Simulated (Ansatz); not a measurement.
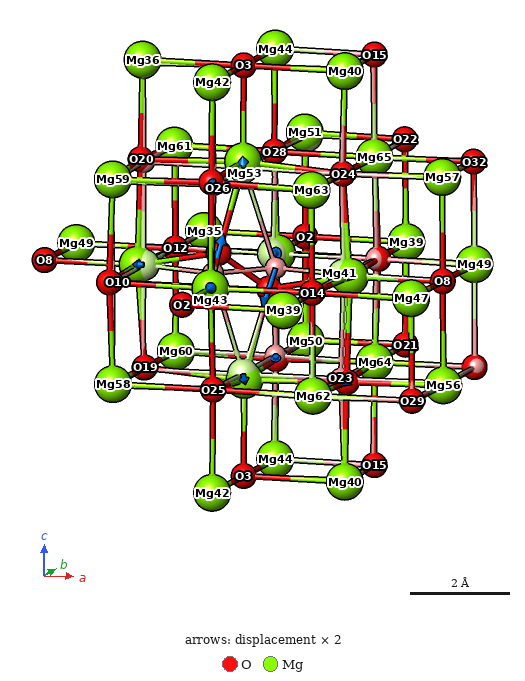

This is a relaxation of a defect cell of composition O$_{33}$Mg$_{32}$. The starting structure is drawn faded, the final one solid; blue arrows show the displacements, 2 times their true length.

Style: ball-and-stick. Shown: the atoms within 5.0 Å of the atom that moves most (axes of the cell of the calculation (origin shifted)), slightly off an axis.

Method: DFT, PBEsol, PAW, plane waves (Ansatz 0.2.0). (plane-wave cutoff 420 eV; k-point mesh 1 × 1 × 1; mesh shifted by (0.25, 0.25, 0.25); no spin polarisation; atoms relaxed in a fixed cell; force threshold 0.03 eV/Å; at most 80 steps)

**What happened in the run?**

The energy falls by 3.257 eV per cell of the calculation in 7 geometry steps. The largest force component goes from 6.5 to 0.0047 eV/Å. An O atom moves most: 0.44 Å roughly along [−1 −1 −3]. Largest moves by element: O 0.44 Å, Mg 0.17 Å. The cell stays as it was. Near-neighbour distances that change, for instance: Mg–O 2.232 → 2.726 Å, Mg–O 2.251 → 1.916 Å, Mg–O 1.668 → 1.920 Å, Mg–O 2.152 → 1.972 Å. Among the angles between lasting bonds that change: O–O–Mg 71.2° → 108.7°, Mg–O–Mg 126.5° → 110.4°, O–Mg–O 91.0° → 76.2°. Cost: 6.6 s on 1 × NVIDIA GB300 Max-Q with 8 threads of Arm Neoverse-V2, peak memory 1.7 GiB.

Limits of the set-up: the periodic images lie only 8.4 Å apart, so the values are limited by the cell's size.
